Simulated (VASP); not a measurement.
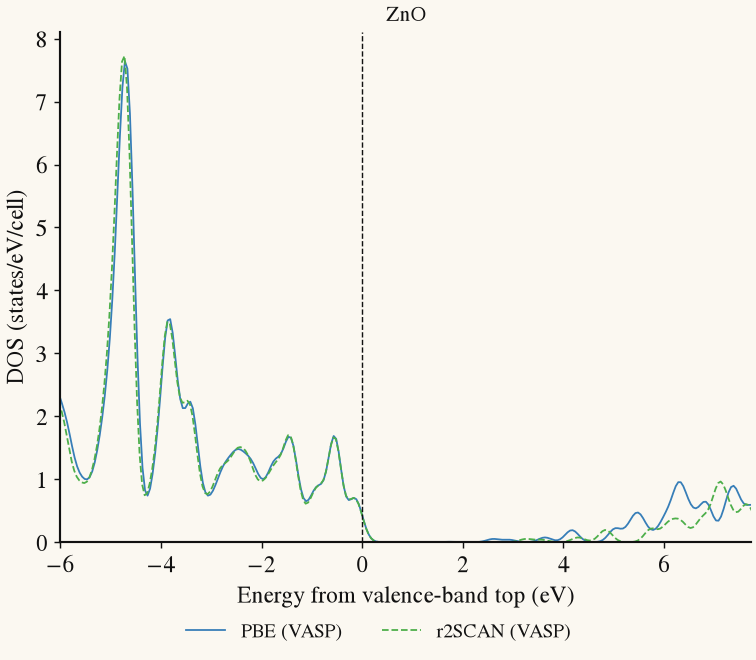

Total densities of states of ZnO, space group Fm-3m, 2 atoms in the cell, rocksalt type, hydrostatic strain −5.2%, by two methods on the same cell. The curves are built from the levels of the k mesh with Gaussians 0.3 eV wide, which also blur the band edges. Each is counted from its own valence-band top.

> What changes from one method to the other?

PBE (VASP) gives a gap of 1.74 eV and r2SCAN (VASP) gives a gap of 2.42 eV.

Settings. PBE (VASP): DFT, PBE, plane waves, PAW, 10×10×10 k mesh, 520 eV cutoff (VASP 6.6.1). r2SCAN (VASP): DFT, r2SCAN, plane waves, PAW, 10×10×10 k mesh, 520 eV cutoff, Gaussian smearing of 0.01 eV (VASP).
